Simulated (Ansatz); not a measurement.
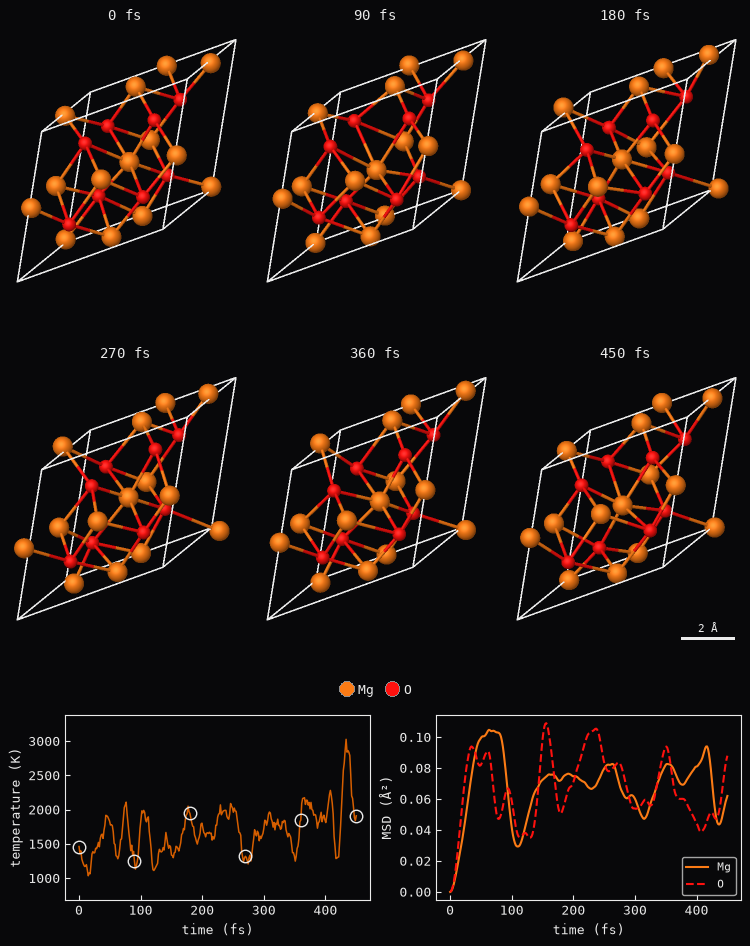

First-principles dynamics of a 16-atom cell of MgO, 450 fs long. It starts from the last geometry of an earlier run, with fresh velocities. Frames and the history of the run. A ball-and-stick model of the reduced simulation cell, seen slightly off an axis. Bonds to atoms that aren't drawn are left out. Lengths and directions refer to the drawn axes.

Theory: DFT PBEsol, scalar-relativistic, plane waves, PAW (Ansatz). Settings: plane-wave cutoff 420 eV; k-point mesh 2 × 2 × 2; Fermi-Dirac smearing 0.05 eV; low-accuracy preset; Langevin thermostat (NVT); set temperature 1560 K; time step 1.5 fs; friction 0.01 per fs.

Input
```yaml
accuracy: low
crystal:
  lattice:
    - [0.0, 4.2181, 4.2181]
    - [4.2181, 0.0, 4.2181]
    - [4.2181, 4.2181, 0.0]
  atoms:
    - { symbol: Mg, position: [-0.00068322, -0.01769398, 0.02482967] }
    - { symbol: O, position: [0.23244755, 0.25180558, 0.23450319] }
    - { symbol: Mg, position: [0.00370698, 0.03186664, 0.48184056] }
    - { symbol: O, position: [0.25575488, 0.24388981, 0.76809147] }
    - { symbol: Mg, position: [0.00223092, 0.48736015, -0.02348996] }
    - { symbol: O, position: [0.26299566, 0.73991917, 0.28589951] }
    - { symbol: Mg, position: [0.01221821, 0.50704023, 0.50102045] }
    - { symbol: O, position: [0.24341248, 0.75250453, 0.75383457] }
    - { symbol: Mg, position: [0.52923386, -0.00910488, -0.00743957] }
    - { symbol: O, position: [0.74676033, 0.22700979, 0.24338519] }
    - { symbol: Mg, position: [0.49293367, -0.00750947, 0.51138891] }
    - { symbol: O, position: [0.72648167, 0.26762945, 0.75137301] }
    - { symbol: Mg, position: [0.47954922, 0.49711294, 0.00049615] }
    - { symbol: O, position: [0.73086484, 0.77818816, 0.24950736] }
    - { symbol: Mg, position: [0.5157328, 0.51729087, 0.48150084] }
    - { symbol: O, position: [0.7482299, 0.72938786, 0.75875703] }
basis:
  ecutwfc: 420.0
kpoints:
  mp_grid: { grid: [2, 2, 2] }
hamiltonian:
  xc: pbesol
scf:
  occupations: { method: fermi_dirac, width: 0.05 }
  lower_state_search: "off"
md:
  timestep: 1.5
  n_steps: 300
  ensemble: nvt_langevin
  temperature: 1560.0
  initial_velocities: maxwell_boltzmann
  seed: 428574
  friction: 0.01
```

Launched with:
```bash
ansatz run input.yaml --threads 1 --pin off --max-ram 3072MiB --backend cpu --events-out ev --progress --plain --runs-dir out
```

> What do the frames and curves show?

The mean temperature in the second half is 1839 K (standard deviation 352 K). The potential energy in the second half lies on average 111 meV per atom above the first frame. Root-mean-square distances from the starting positions over the second half, with the common drift of all atoms taken out: Mg 0.26 Å, O 0.26 Å. That is small against the typical shortest distance between atoms in the first frame, about 2.0 Å: the atoms vibrate about their sites and the arrangement holds.

Limits of the set-up: the program's low-accuracy preset was used.
